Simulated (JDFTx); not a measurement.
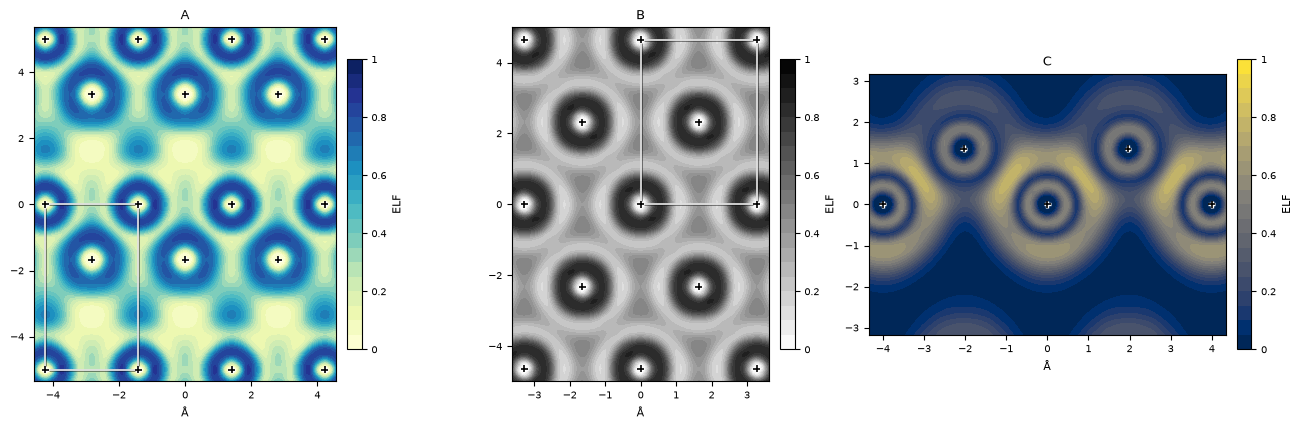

The electron localisation function of 3 systems, each on a plane through atoms (crosses mark nuclei in the plane).

These are results of JDFTx, Kohn-Sham DFT of a periodic cell, PBE, PseudoDojo-SR-PBE-0.5-standard, not measurements.

System 1: Ta, the (011̄) plane of the conventional cell. Space group Im-3m; computed pressure about 7 GPa in this cell.

```cif
data_structure
_symmetry_space_group_name_H-M 'P 1'
_symmetry_Int_Tables_number 1
_cell_length_a 3.2804
_cell_length_b 3.2804
_cell_length_c 3.2804
_cell_angle_alpha 90.000
_cell_angle_beta 90.000
_cell_angle_gamma 90.000
_cell_volume 35.30
loop_
_atom_site_label
_atom_site_type_symbol
_atom_site_fract_x
_atom_site_fract_y
_atom_site_fract_z
_atom_site_occupancy
Ta1 Ta 0.00000 0.00000 0.00000 1
Ta2 Ta 0.50000 0.50000 0.50000 1
```

System 2: GaAs, the (101̄) plane of the conventional cell. Space group P1; changed on purpose from its base cell (atoms moved at random by about 0.05 A); not relaxed (largest force 0.9 eV/Å); computed pressure about 4 GPa in this cell.

```
CELL_PARAMETERS angstrom
-2.82685 0.00000 -2.82685
-2.82685 2.82685 0.00000
0.00000 2.82685 -2.82685
ATOMIC_POSITIONS crystal
As 0.74289 0.75790 0.75942
Ga 0.00158 0.00965 0.97945
```

System 3: WC, the (110) plane of the conventional cell. Space group P-6m2; computed pressure about 14 GPa in this cell.

```xyz
2
Lattice="2.8870 0.0000 0.0000 -1.4435 2.5002 0.0000 0.0000 0.0000 2.8176" Properties=species:S:1:pos:R:3 pbc="T T T"
W     0.0000    0.0000    0.0000
C     1.4435    0.8334    1.4088
```

Q: Which map belongs to which system?

A: Panel A is system 3, WC: the plane holds W and C. W–C (2.18 Å): the ELF peaks at about 0.80 in the valence shell of C, 0.7 Å from its nucleus, and is about 0.30 at the midpoint. Panel B is system 1, Ta: the plane holds Ta. Ta–Ta (2.84 Å): the ELF is about 0.30 at the midpoint (no localised pair shows between them). Panel C is system 2, GaAs: the plane holds As and Ga. Ga–As (2.39 Å): the ELF peaks at about 0.75 between the atoms; a shared electron pair.
